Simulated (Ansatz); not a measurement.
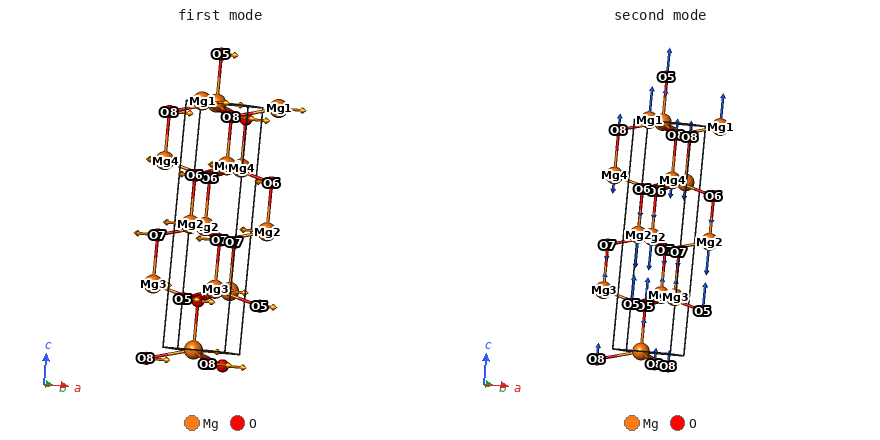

The system is MgO (P6_3mc, No. 186; 8 atoms in the cell); the picture shows the reference structure; its two panels give the patterns of the first and the second mode as arrows. The energy is mapped over two normal modes frozen in (zone-centre modes of the 8-atom cell of this scan, which folds in the wave vector (0, 0, 1/2) of the primitive cell). The first coordinate is: amplitude of mode 4 (137 cm⁻¹), largest displacement; the second: amplitude of mode 10 (251 cm⁻¹), largest displacement. Nothing is relaxed (the cell and all other modes fixed). Grid: 7 × 7 points; 16 points were computed and 33 follow by symmetry. Points are written as (first, second). All energies are given in eV per cell relative to the lowest grid point. These are results of DFT PBEsol, scalar-relativistic, plane waves, PAW (Ansatz 0.2.0), not measurements. Settings: cutoff 520 eV, k-mesh 9×9×4 in the order of the run's cell vectors, gaussian smearing 0.05 eV, no spin polarisation.

Its coordinates:

```yaml
crystal:
  lattice:
    - [3.30347, 0.00000, 0.00000]
    - [-1.65173, 2.86089, 0.00000]
    - [0.00000, 0.00000, 10.03878]
  atoms:
    - { symbol: Mg, position: [0.33333, 0.66667, 0.00183] }
    - { symbol: Mg, position: [0.33333, 0.66667, 0.50183] }
    - { symbol: Mg, position: [0.66667, 0.33333, 0.25183] }
    - { symbol: Mg, position: [0.66667, 0.33333, 0.75183] }
    - { symbol: O, position: [0.33333, 0.66667, 0.20047] }
    - { symbol: O, position: [0.33333, 0.66667, 0.70047] }
    - { symbol: O, position: [0.66667, 0.33333, 0.45047] }
    - { symbol: O, position: [0.66667, 0.33333, 0.95047] }
```

Range: amplitude of mode 4 (137 cm⁻¹), largest displacement from −0.408 to 0.408 Å; amplitude of mode 10 (251 cm⁻¹), largest displacement from −0.172 to 0.172 Å.

**Predict the map.**

The lowest grid point is at (0.000 Å, 0.000 Å). No other kind of well shows on this grid. The highest grid point, (−0.408 Å, −0.172 Å), lies 0.89 eV above the lowest. The gap on the k-mesh is 3.4 eV at the lowest point and runs from 2.8 to 3.4 eV over the map.

```csv
"second ↓, first →",−0.408,−0.272,−0.136,0.000,0.136,0.272,0.408
0.172,0.89,0.57,0.37,0.31,0.37,0.57,0.89
0.115,0.71,0.40,0.20,0.14,0.20,0.40,0.71
0.057,0.61,0.30,0.10,0.03,0.10,0.30,0.61
0.000,0.58,0.26,0.07,0.00,0.07,0.26,0.58
−0.057,0.61,0.30,0.10,0.03,0.10,0.30,0.61
−0.115,0.71,0.40,0.20,0.14,0.20,0.40,0.71
−0.172,0.89,0.57,0.37,0.31,0.37,0.57,0.89
```

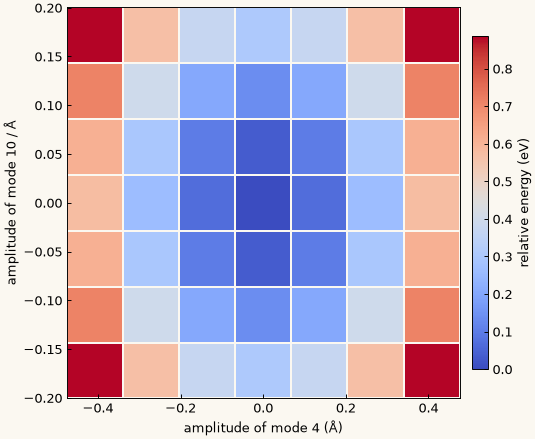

The picture shows one coloured cell a grid point.

Each point was launched as `ansatz run input.yaml --threads 2 --pin off --max-ram 4096MiB --backend cpu --events-out ev --progress --plain --runs-dir out`. Time for the 16 points that were run: 9.7 min on 2 threads of Intel(R) Xeon(R) Platinum 8175M CPU @ 2.50GHz (Skylake/Cascade Lake), with other jobs on the host.

PAW datasets: the set soft_1.
